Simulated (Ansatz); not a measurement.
## A series of single points on MgO

System: MgO (P-6m2, 2 atoms in the cell).
Method: DFT r2SCAN, scalar-relativistic, plane waves, PAW, no spin polarisation (Ansatz 0.2.0).

The 8 runs differ only in the geometry, by a strain of the cell at fixed fractional positions. Against run 5, the strain is εxx = η and εyy = η. The structure derives from a Materials Project entry.

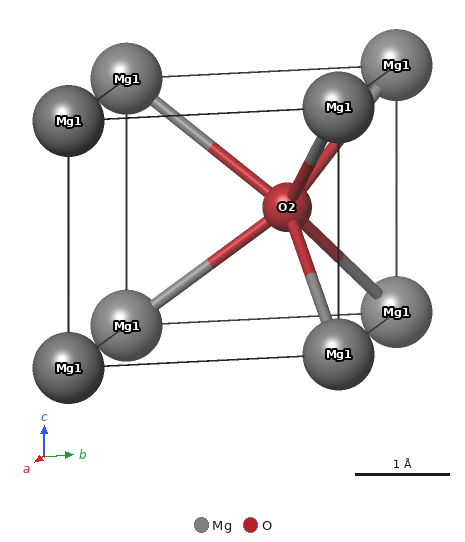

Figure 1. The structure of run 5 (ball-and-stick view of the cell of the calculation, seen slightly off an axis; atoms are numbered from 1 in the order of the input).

## Input of run 5
```yaml
crystal:
  lattice:
    - [3.0481966873, 0.0, 0.0]
    - [-1.5240983436, 2.6398157669, 0.0]
    - [0.0, 0.0, 2.67968]
  atoms:
    - { symbol: Mg, position: [0.0, 0.0, 0.0] }
    - { symbol: O, position: [0.3333333333, 0.6666666667, 0.5] }
basis:
  ecutwfc: 500
kpoints:
  mp_grid: { grid: [9, 9, 8] }
hamiltonian:
  xc: r2scan
scf:
  occupations: { method: gaussian, width: 0.05 }
output:
  forces: true
  stress: true
  eigenvalues: true
```

Command:
```bash
ansatz run input.yaml --threads 1 --pin off --max-ram 1228MiB --backend cpu --events-out ev --progress --plain --runs-dir out
```

Run 3 differs from it as follows:
```diff
-    - [3.0481966873, 0.0, 0.0]
-    - [-1.5240983436, 2.6398157669, 0.0]
+    - [2.7176693356, 0.0, 0.0]
+    - [-1.3588346678, 2.3535706838, 0.0]
```

## Results, with one run withheld

| run | strain parameter η (%) | free energy per atom, from the lowest run given (meV) | pressure (GPa) | gap on the mesh (eV) |
| --- | --- | --- | --- | --- |
| 1 | −18.0723 | 716.61 | 75.29 | 4.39 |
| 2 | −14.4578 | 336.75 | 43.91 | 4.60 |
| 3 | −10.8434 | ? | ? | ? |
| 4 | −7.2289 | 0.00 | 5.82 | 4.26 |
| 5 | 0.0000 | 40.34 | −12.79 | 3.01 |
| 6 | 3.6145 | 153.33 | −17.84 | 2.27 |
| 7 | 7.2289 | 309.94 | −21.04 | 1.56 |
| 8 | 10.8434 | 499.75 | −22.89 | 0.91 |

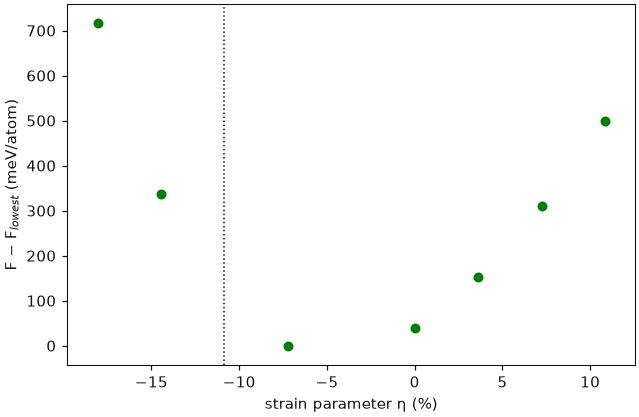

Figure 2. Free energy per atom of the runs given; the dotted line marks run 3.

What should run 3 give?

A cubic polynomial in the coordinate, fitted to the 7 runs given, misses them by at most 7.95 meV per atom. With x = η + 2.5817, it reads F = −13.176 + 12.477 x + 2.7948 x² − 0.066786 x³ (meV per atom). At run 3 it gives 112.16 meV per atom, and the run itself gives 109.00. The fit has its minimum at η = −4.6592 %. So low a polynomial doesn't follow these energies more closely. The gap on the mesh lies between 0.91 eV (run 8) and 4.60 eV (run 2); run 3 has 4.53 eV. These are gaps of this functional on this mesh, which can miss the band edges; they aren't the measured gap.

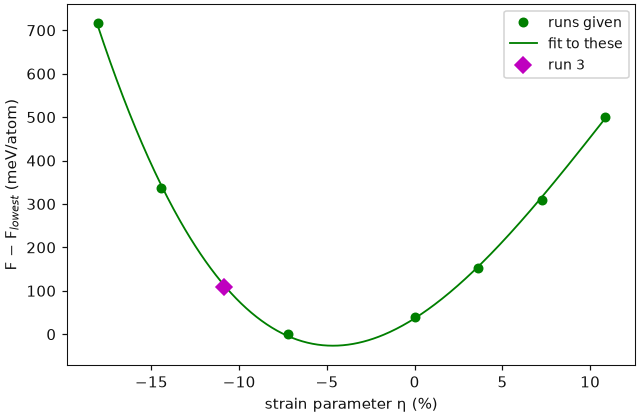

Figure 3. The fit and the withheld run.

## Output, shortened to warnings, some set-up lines, iterations and results (run 3)
```
Basis set: ecut = 500 eV, 405 PW (Γ), exchange–correlation on 80×80×80 points (64 copies of the dense FFT grid, shifted against one another)
Symmetry: 12 space group operations
k-points: 60 of 648 (time reversal used)
Initial density: superposition of atomic densities (neutral atoms: chi_scale 0, normalization atom), corrected by the library's trained network
[...]
SCF iter   1: F=—  HF=-2497.226815 eV  |F-HF|=—  |Δ(HF+E_count)|=         —  Δρ=1.09e-2  dr2=1.15e-2  dr2_τ=8.73e-2  ethr=1.77e-3  ⟨swp⟩=5.7  Hψ=4351  notcnv=0
SCF iter   2: F=—  HF=-2497.329822 eV  |F-HF|=—  |Δ(HF+E_count)|=   1.03e-1  Δρ=4.74e-3  dr2=1.72e-3  dr2_τ=2.11e-4  ethr=7.19e-5  ⟨swp⟩=2.1  Hψ=1923  notcnv=0
SCF iter   3: F=—  HF=-2497.330093 eV  |F-HF|=—  |Δ(HF+E_count)|=   2.71e-4  Δρ=1.34e-3  dr2=8.96e-5  dr2_τ=1.49e-5  ethr=1.07e-5  ⟨swp⟩=3.0  Hψ=1272  notcnv=0
SCF iter   4: F=—  HF=-2497.330107 eV  |F-HF|=—  |Δ(HF+E_count)|=   1.35e-5  Δρ=5.01e-4  dr2=3.81e-5  dr2_τ=3.92e-6  ethr=5.60e-7  ⟨swp⟩=2.4  Hψ=1047  notcnv=0
SCF iter   5: F=—  HF=-2497.330096 eV  |F-HF|=—  |Δ(HF+E_count)|=   1.12e-5  Δρ=5.12e-5  dr2=2.59e-7  dr2_τ=2.74e-8  ethr=2.38e-7  ⟨swp⟩=2.1  Hψ=890  notcnv=0
SCF iter   6: F=-2497.330096 eV  HF=-2497.330096 eV  |F-HF|=1.72e-9  |Δ(HF+E_count)|=   3.24e-7  Δρ=1.18e-5  dr2=8.07e-9  dr2_τ=1.60e-9  ethr=6.25e-10  ⟨swp⟩=5.7  Hψ=3392  …
SCF 1 converged in 6 iterations: F = -2497.330096 eV  dr2 = 8.07e-9
SCF converged after 6 iterations
Free energy (F): -2497.330096 eV
Harris-Foulkes:  -2497.330096 eV  (|F-HF|=1.72e-9)
Internal energy: -2497.330096 eV  (E = F + TS)
E sigma→0 (E₀):  -2497.330096 eV
Fermi energy:    12.074723 eV
--- Per-component energies (eV) ---
  E_band       = -293.375353
  E_kinetic    = 259.586241
  E_local      = -1554.514641  (includes V_loc(G=0)·N_el)
  E_nonlocal   = 142.857483
  E_hartree    = 539.063755
  E_xc         = -104.126884
  E_vxc        = -150.176052  (∫ρ·V_xc dr)
  E_paw        = -455.783350  (= ΣΔE_a)
  E_vpaw       = -78.858868  (= ΣTr[D̂ρ^β])
  E_aug_tail   = 0.001148  (compensation charges beyond the density's cutoff)
  E_vtau       = 9.603109  (kinetic-family band-sum trace: ∫τ·v_τ [+ j·A + Jᵃ·Aᵃ] dr)
  E_ewald      = -1324.355699
  E_core_change = -0.058149  (= ΣΔE_core)
  E_smearing   = -0.000000  (= −TS)
  E_closure    = -0.000000  (closes the sum)
  Σ components = -2497.330096   (vs F -2497.330096, Δ=0.00e0)
--- Forces (eV/Å), atoms counted from 1 ---
  atom   1  Mg     0.00000000    -0.00000000    -0.00000000
  atom   2  O     -0.00000000    -0.00000000    -0.00000000
  max |Σ_I F_I| component: 1.48e-16 eV/Å
--- Stress (GPa, compression-positive) ---
       37.700815       0.000000       0.000000
       -0.000000      37.700815       0.000000
        0.000000       0.000000     -10.632389
  P = ⅓ Tr σ = 21.5897 GPa (215.897 kbar)
```
